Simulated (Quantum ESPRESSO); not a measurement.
## A series of single points on MoS$_{2}$

System: MoS$_{2}$ (P6₃/mmc, 6 atoms in the cell).
Method: Kohn-Sham DFT of a periodic cell, PBEsol, GBRV 1.5 PBEsol, no spin polarisation (Quantum ESPRESSO 7.5).

The 7 runs differ only in the geometry, by an even scaling of the cell at fixed fractional positions. The structure derives from an entry of the Crystallography Open Database.

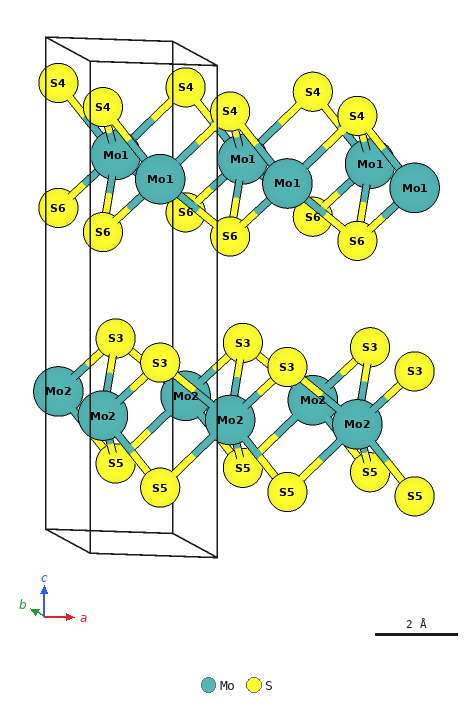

Figure 1. The structure of run 4 (ball-and-stick view of the cell of the calculation, repeated 3 × 2 × 1, seen slightly off an axis; atoms are numbered from 1 in the order of the input). An atom can appear more than once, as a periodic image.

### Input of run 4
```
&CONTROL
  calculation = 'scf'
  prefix = 'pwscf'
  outdir = './tmp'
  pseudo_dir = './pseudo'
  tprnfor = .true.
  tstress = .true.
  disk_io = 'low'
/
&SYSTEM
  ibrav = 0
  celldm(1) = 8
  nat = 6
  ntyp = 2
  ecutwfc = 45
  ecutrho = 360
  nbnd = 36
  occupations = 'smearing'
  smearing = 'fd'
  degauss = 0.00367493
/
&ELECTRONS
  conv_thr = 1.2d-09
  electron_maxstep = 120
  mixing_beta = 0.5
/
ATOMIC_SPECIES
Mo    95.9500 mo_pbesol_v1.uspp.F.UPF
S     32.0600 s_pbesol_v1.4.uspp.F.UPF
CELL_PARAMETERS alat
  0.7485677611174   0.0000000000000   0.0000000000000
 -0.3742838805587   0.6482786975834   0.0000000000000
  0.0000000000000   0.0000000000000   2.9111230949860
ATOMIC_POSITIONS crystal
Mo     0.6666666667    0.3333333333    0.7500000000
Mo     0.3333333333    0.6666666667    0.2500000000
S      0.6666666667    0.3333333333    0.3770000000
S      0.3333333333    0.6666666667    0.8770000000
S      0.6666666667    0.3333333333    0.1230000000
S      0.3333333333    0.6666666667    0.6230000000
K_POINTS automatic
10 10 3 0 0 0
```

### File pp_density.in of run 4
```
&INPUTPP
  prefix = 'pwscf'
  outdir = './tmp'
  filplot = 'density.dat'
  plot_num = 0
/
&PLOT
  nfile = 1
  filepp(1) = 'density.dat'
  iflag = 3
  output_format = 6
  fileout = 'density.cube'
/
```

### File pp_potential.in of run 4
```
&INPUTPP
  prefix = 'pwscf'
  outdir = './tmp'
  filplot = 'potential.dat'
  plot_num = 11
/
&PLOT
  nfile = 1
  filepp(1) = 'potential.dat'
  iflag = 3
  output_format = 6
  fileout = 'potential.cube'
/
```

Command:
```bash
OMP_NUM_THREADS=1 mpirun -n 2 pw.x -nk 2 -in pw.in > pw.out
OMP_NUM_THREADS=1 mpirun -n 1 pp.x -in pp_density.in > pp_density.out
OMP_NUM_THREADS=1 mpirun -n 1 pp.x -in pp_potential.in > pp_potential.out
```

Lattice vectors (Å) and fractional positions of run 4:
```
   3.169000    0.000000    0.000000
  -1.584500    2.744435    0.000000
   0.000000    0.000000   12.324000
Mo  0.666667  0.333333  0.750000
Mo  0.333333  0.666667  0.250000
S   0.666667  0.333333  0.377000
S   0.333333  0.666667  0.877000
S   0.666667  0.333333  0.123000
S   0.333333  0.666667  0.623000
```

Run 6 has the same physical settings and fractional positions; its lattice vectors (Å) are:
```
   3.210702    0.000000    0.000000
  -1.605351    2.780550    0.000000
   0.000000    0.000000   12.486176
```

### Results, with one run withheld

| run | volume per atom (Å³) | free energy per atom, from the lowest run given (meV) | pressure (GPa) | gap on the mesh (eV) |
| --- | --- | --- | --- | --- |
| 1 | 16.792 | 14.95 | 6.91 | 0.81 |
| 2 | 17.149 | 3.49 | 3.13 | 0.84 |
| 3 | 17.507 | 0.00 | −0.25 | 0.86 |
| 4 | 17.864 | 3.67 | −3.28 | 0.88 |
| 5 | 18.221 | 13.74 | −5.99 | 0.90 |
| 6 | 18.578 | ? | ? | ? |
| 7 | 18.936 | 50.48 | −10.59 | 0.93 |

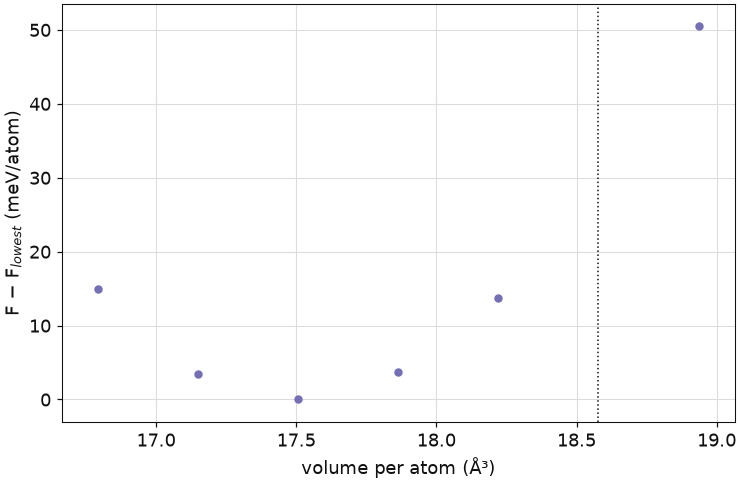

Figure 2. Free energy per atom of the runs given; the dotted line marks run 6.

Estimate the energy of run 6 from the others.

A cubic polynomial in V^(−2/3) (the Birch–Murnaghan form), fitted to the 6 runs given, misses them by under 0.01 meV per atom. With x = V^(−2/3) − 0.14712 Å⁻², it reads F = 1.3984 − 2214 x + 8.7314e+05 x² + 1.3115e+06 x³ (meV per atom). At run 6 it gives 29.52 meV per atom, and the run itself gives 29.54. The slope of the fit gives a pressure −dF/dV of −8.27 GPa there, and the run prints −8.42 GPa. The two needn't agree exactly: the fit is approximate, and the printed stress is taken on a finite basis. The fit has its minimum at 17.495 Å³ per atom, where V d²F/dV² gives 157 GPa. Cell shape and fractional positions are held, so this is the stiffness under even scaling; the relaxed bulk modulus wasn't computed and can be far lower in a crystal of layers, chains or molecules like this one. The gap on the mesh goes, without turning, from 0.81 eV in run 1 to 0.93 eV in run 7; run 6 has 0.92 eV. These are gaps of this functional on this mesh, which can miss the band edges; they aren't the measured gap.

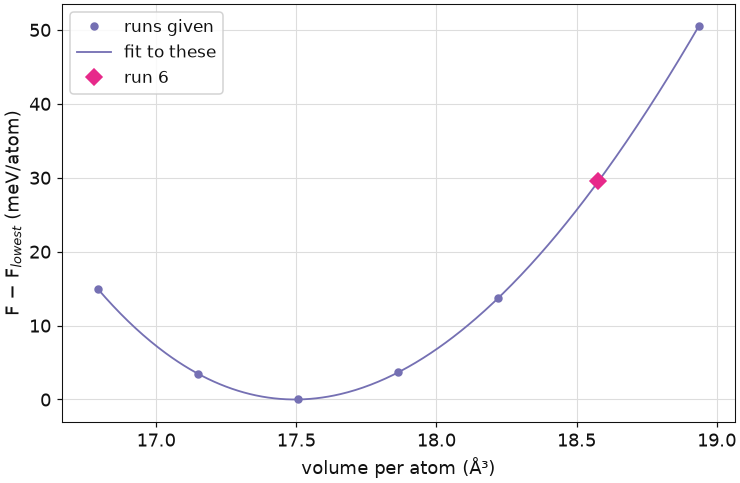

Figure 3. The fit and the withheld run.

### Some lines of the output (run 6)
```
[...]
     total energy              =    -375.09561576 Ry
     total energy              =    -375.09731426 Ry
     total energy              =    -375.12818748 Ry
     total energy              =    -375.13833165 Ry
     total energy              =    -375.13855324 Ry
     total energy              =    -375.13858527 Ry
     total energy              =    -375.13859075 Ry
     total energy              =    -375.13859080 Ry
     total energy              =    -375.13859081 Ry
     the Fermi energy is    10.6374 ev
!    total energy              =    -375.13859081 Ry
     The total energy is F=E-TS. E is the sum of the following terms:
     Computing stress (Cartesian axis) and pressure
          total   stress  (Ry/bohr**3)                   (kbar)     P=      -84.21
```
